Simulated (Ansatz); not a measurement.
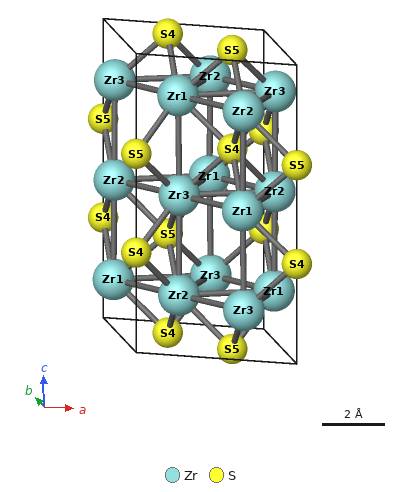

Figure 1. The input geometry of run A (ball-and-stick view of the cell 3 times as large as that of the calculation, set on its symmetry axes, seen slightly off an axis; atoms are numbered from 1 in the order of the input). An atom can appear more than once, as a periodic image. Near neighbours in the periodic cell (some may lie outside the picture): Zr has 4 S at 2.47 to 2.48 Å and 8 Zr at 3.15 to 3.31 Å; S has 6 Zr at 2.47 to 2.48 Å.

## What a change does: single-point calculation on Zr$_{3}$S$_{2}$

System: Zr$_{3}$S$_{2}$ (R32, 5 atoms in the cell).
Method of run A: DFT PBE, scalar-relativistic, plane waves, PAW, no spin polarisation (Ansatz 0.2.0).

The structure derives from a Materials Project entry. Text and figures count atoms from 1; the logs count them from 0 in places.

## The input, run A
```yaml
crystal:
  lattice:
    - [2.7504512434, 1.5879737658, 3.3063555001]
    - [-2.7504512434, 1.5879737658, 3.3063555001]
    - [0.0, -3.1759475315, 3.3063555001]
  atoms:
    - { symbol: Zr, position: [0.1621066357, 0.8378933643, 0.5] }
    - { symbol: Zr, position: [0.5, 0.1621066357, 0.8378933643] }
    - { symbol: Zr, position: [0.8378933643, 0.5, 0.1621066357] }
    - { symbol: S, position: [0.3347765468, 0.3347765468, 0.3347765468] }
    - { symbol: S, position: [0.6652234532, 0.6652234532, 0.6652234532] }
basis:
  ecutwfc: 420
kpoints:
  mp_grid: { grid: [12, 12, 12] }
hamiltonian:
  xc: pbe
scf:
  occupations: { method: gaussian, width: 0.15 }
output:
  forces: true
  stress: true
  eigenvalues: true
```

Launched with:
```bash
ansatz run input.yaml --threads 2 --pin off --max-ram 5120MiB --backend cpu --events-out ev --progress --plain --runs-dir out
```

Hardware: 2 threads of Arm Neoverse V1, 24 GiB of memory available, shared host.

## Output, shortened to warnings, some set-up lines, iterations and results (run A)
```
Basis set: ecut = 420 eV, 1673 PW (Γ), exchange–correlation on 64×64×64 points (8 copies of the dense FFT grid, shifted against one another)
Symmetry: 6 space group operations
k-points: 189 of 1728 (time reversal used)
Initial density: superposition of atomic densities (neutral atoms: chi_scale 0, normalization atom), corrected by the library's trained network
[...]
SCF iter   1: F=—  HF=-14360.110132 eV  |F-HF|=—  |Δ(HF+E_count)|=         —  Δρ=7.00e-3  dr2=4.49e-2  ethr=1.77e-3  ⟨swp⟩=5.3  Hψ=23306  notcnv=0
SCF iter   2: F=—  HF=-14360.101188 eV  |F-HF|=—  |Δ(HF+E_count)|=   8.94e-3  Δρ=3.99e-3  dr2=1.37e-2  ethr=9.35e-5  ⟨swp⟩=1.0  Hψ=7012  notcnv=0
SCF iter   3: F=—  HF=-14360.100680 eV  |F-HF|=—  |Δ(HF+E_count)|=   5.08e-4  Δρ=7.56e-4  dr2=5.26e-4  ethr=2.85e-5  ⟨swp⟩=2.0  Hψ=7752  notcnv=0
SCF iter   4: F=—  HF=-14360.100717 eV  |F-HF|=—  |Δ(HF+E_count)|=   3.68e-5  Δρ=1.70e-4  dr2=3.10e-5  ethr=1.10e-6  ⟨swp⟩=2.7  Hψ=9296  notcnv=0
SCF iter   5: F=—  HF=-14360.100678 eV  |F-HF|=—  |Δ(HF+E_count)|=   3.93e-5  Δρ=3.48e-5  dr2=1.46e-6  ethr=6.46e-8  ⟨swp⟩=2.0  Hψ=7405  notcnv=0
SCF iter   6: F=—  HF=-14360.100677 eV  |F-HF|=—  |Δ(HF+E_count)|=   1.70e-7  Δρ=8.12e-6  dr2=1.09e-7  ethr=3.04e-9  ⟨swp⟩=2.3  Hψ=8492  notcnv=0
SCF iter   7: F=-14360.100677 eV  HF=-14360.100677 eV  |F-HF|=1.86e-9  |Δ(HF+E_count)|=   2.21e-8  Δρ=2.02e-6  dr2=4.80e-9  ethr=2.08e-10  ⟨swp⟩=4.3  Hψ=17852  notcnv=0
SCF 1 converged in 7 iterations: F = -14360.100677 eV  dr2 = 4.80e-9
SCF converged after 7 iterations
Free energy (F): -14360.100677 eV
Harris-Foulkes:  -14360.100677 eV  (|F-HF|=1.86e-9)
Internal energy: -14360.074347 eV  (E = F + TS)
E sigma→0 (E₀):  -14360.087512 eV
Entropy (-TS):   -0.026331 eV (-5.266 meV/atom)
Fermi energy:    15.380024 eV
--- Per-component energies (eV) ---
  E_band       = -168.785716
  E_kinetic    = 1246.167990
  E_local      = -2008.009884  (includes V_loc(G=0)·N_el)
  E_nonlocal   = 296.592159
  E_hartree    = 656.747325
  E_xc         = -691.612412
  E_vxc        = -764.631906  (∫ρ·V_xc dr)
  E_paw        = -10064.141626  (= ΣΔE_a)
  E_vpaw       = -252.400589  (= ΣTr[D̂ρ^β])
  E_aug_tail   = 0.000077  (compensation charges beyond the density's cutoff)
  E_ewald      = -3795.817976
  E_smearing   = -0.026331  (= −TS)
  E_closure    = -0.000000  (closes the sum)
  Σ components = -14360.100677   (vs F -14360.100677, Δ=0.00e0)
--- Forces (eV/Å), atoms counted from 1 ---
  atom   1  Zr    -0.54340237    -0.00000000     0.00000000
  atom   2  Zr     0.27170118    -0.47060025     0.00000000
  atom   3  Zr     0.27170118     0.47060025    -0.00000000
  atom   4  S      0.00000000     0.00000000     0.06963998
  atom   5  S     -0.00000000    -0.00000000    -0.06963998
  max |Σ_I F_I| component: 8.33e-17 eV/Å
--- Stress (GPa, compression-positive) ---
       24.746063       0.000000       0.000000
        0.000000      24.746063       0.000000
        0.000000       0.000000      27.127447
  P = ⅓ Tr σ = 25.5399 GPa (255.399 kbar)
```

For run B the input was changed thus:
```diff
-    - [2.7504512434, 1.5879737658, 3.3063555001]
-    - [-2.7504512434, 1.5879737658, 3.3063555001]
-    - [0.0, -3.1759475315, 3.3063555001]
+    - [2.7504512434, 1.5879737658, 3.5673835659]
+    - [-2.7504512434, 1.5879737658, 3.5673835659]
+    - [0.0, -3.1759475315, 3.5673835659]
```

What does this change do to the results?

With the same functional and potentials, run B lies 129.9 meV per atom lower. The pressure goes from 25.54 to 10.53 GPa. The largest force goes from 0.543 to 0.292 eV/Å. The volume per atom goes from 17.33 to 18.70 Å³. The number of SCF iterations is the same. The plane waves at Γ go from 1673 to 1781.

## Output, shortened to warnings, some set-up lines, iterations and results (run B)
```
Basis set: ecut = 420 eV, 1781 PW (Γ), exchange–correlation on 64×64×64 points (8 copies of the dense FFT grid, shifted against one another)
Symmetry: 6 space group operations
k-points: 189 of 1728 (time reversal used)
Initial density: superposition of atomic densities (neutral atoms: chi_scale 0, normalization atom), corrected by the library's trained network
[...]
SCF iter   1: F=—  HF=-14360.753927 eV  |F-HF|=—  |Δ(HF+E_count)|=         —  Δρ=6.50e-3  dr2=3.33e-2  ethr=1.77e-3  ⟨swp⟩=4.9  Hψ=22414  notcnv=0
SCF iter   2: F=—  HF=-14360.749335 eV  |F-HF|=—  |Δ(HF+E_count)|=   4.59e-3  Δρ=3.80e-3  dr2=1.09e-2  ethr=6.94e-5  ⟨swp⟩=1.0  Hψ=7177  notcnv=0
SCF iter   3: F=—  HF=-14360.750177 eV  |F-HF|=—  |Δ(HF+E_count)|=   8.41e-4  Δρ=7.53e-4  dr2=6.64e-4  ethr=2.27e-5  ⟨swp⟩=2.3  Hψ=7670  notcnv=0
SCF iter   4: F=—  HF=-14360.750205 eV  |F-HF|=—  |Δ(HF+E_count)|=   2.85e-5  Δρ=1.90e-4  dr2=6.06e-5  ethr=1.38e-6  ⟨swp⟩=2.5  Hψ=7202  notcnv=0
SCF iter   5: F=—  HF=-14360.750144 eV  |F-HF|=—  |Δ(HF+E_count)|=   6.13e-5  Δρ=4.28e-5  dr2=3.00e-6  ethr=1.26e-7  ⟨swp⟩=2.0  Hψ=7317  notcnv=0
SCF iter   6: F=—  HF=-14360.750143 eV  |F-HF|=—  |Δ(HF+E_count)|=   4.89e-7  Δρ=1.07e-5  dr2=1.68e-7  ethr=6.24e-9  ⟨swp⟩=2.7  Hψ=8609  notcnv=0
SCF iter   7: F=-14360.750143 eV  HF=-14360.750143 eV  |F-HF|=8.48e-10  |Δ(HF+E_count)|=   8.17e-9  Δρ=2.50e-6  dr2=7.87e-9  ethr=2.08e-10  ⟨swp⟩=4.6  Hψ=18548  notcnv=0
SCF 1 converged in 7 iterations: F = -14360.750143 eV  dr2 = 7.87e-9
SCF converged after 7 iterations
Free energy (F): -14360.750143 eV
Harris-Foulkes:  -14360.750143 eV  (|F-HF|=8.48e-10)
Internal energy: -14360.724593 eV  (E = F + TS)
E sigma→0 (E₀):  -14360.737368 eV
Entropy (-TS):   -0.025550 eV (-5.110 meV/atom)
Fermi energy:    14.081878 eV
--- Per-component energies (eV) ---
  E_band       = -229.428215
  E_kinetic    = 1231.664463
  E_local      = -2128.437562  (includes V_loc(G=0)·N_el)
  E_nonlocal   = 296.174273
  E_hartree    = 690.438479
  E_xc         = -686.721943
  E_vxc        = -758.060203  (∫ρ·V_xc dr)
  E_paw        = -10063.398693  (= ΣΔE_a)
  E_vpaw       = -251.648613  (= ΣTr[D̂ρ^β])
  E_aug_tail   = 0.000080  (compensation charges beyond the density's cutoff)
  E_ewald      = -3700.443690
  E_smearing   = -0.025550  (= −TS)
  E_closure    = -0.000000  (closes the sum)
  Σ components = -14360.750143   (vs F -14360.750143, Δ=0.00e0)
--- Forces (eV/Å), atoms counted from 1 ---
  atom   1  Zr    -0.29218799    -0.00000000    -0.00000000
  atom   2  Zr     0.14609399    -0.25304222     0.00000000
  atom   3  Zr     0.14609399     0.25304222    -0.00000000
  atom   4  S      0.00000000    -0.00000000    -0.02490628
  atom   5  S      0.00000000     0.00000000     0.02490628
  max |Σ_I F_I| component: 2.96e-16 eV/Å
--- Stress (GPa, compression-positive) ---
       13.386346       0.000000      -0.000000
        0.000000      13.386346      -0.000000
       -0.000000      -0.000000       4.806161
  P = ⅓ Tr σ = 10.5263 GPa (105.263 kbar)
```

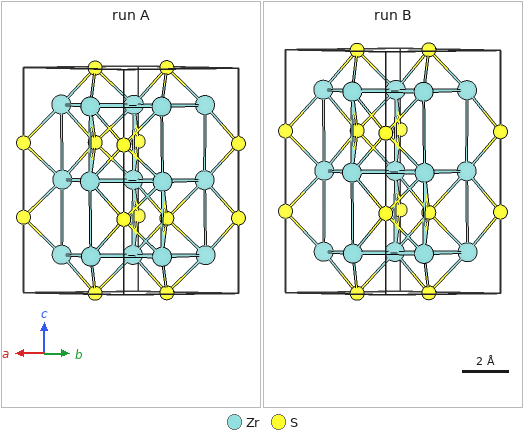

Figure 2. The two input geometries at one scale (ball-and-stick view of the cell 3 times as large as that of the calculation, set on its symmetry axes, seen at an oblique angle). The atoms keep their places relative to the cell (all moves are under 0.005 Å). The drawn cell changes as follows: a = b stay at 5.501 Å, c 9.919 → 10.702 Å (+7.9 %); the volume changes by +7.9 %. Among the contacts that change: Zr–Zr 3.307 → 3.568 Å, S–Zr 2.469 → 2.560 Å.

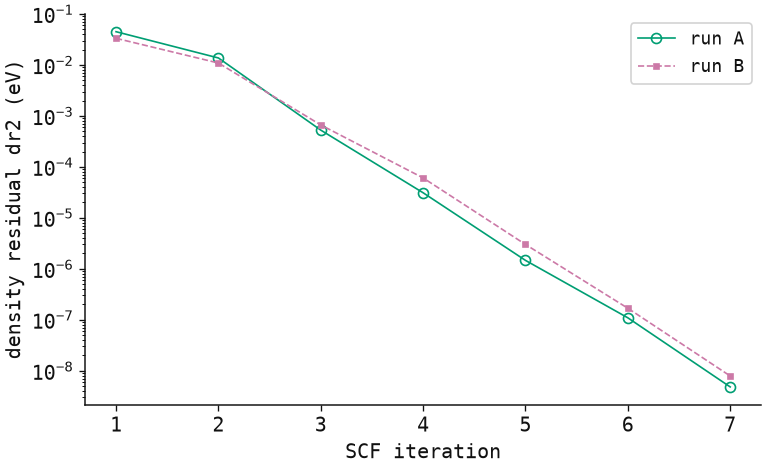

Figure 3. Convergence of the two runs: density residual dr2 against the SCF iteration. Run A takes 7 iterations in all, and run B takes 7.

## The two runs side by side

| quantity | run A | run B |
| --- | --- | --- |
| outcome | converged | converged |
| free energy per atom (eV) | −2872.0201 | −2872.1500 |
| energy per atom, smearing taken to zero (eV) | −2872.0175 | −2872.1475 |
| gap on the mesh (eV) | 0.00 | 0.00 |
| pressure (GPa) | 25.54 | 10.53 |
| volume per atom (Å³) | 17.33 | 18.70 |
| largest force (eV/Å) | 0.543 | 0.292 |
| SCF iterations | 7 | 7 |
| irreducible k-points | 189 | 189 |
| plane waves at Γ | 1673 | 1781 |
| wall time (shared host) | 20 s | 21 s |

For run A: The cell is under a pressure of 26 GPa at this level, so it is not at its equilibrium volume.
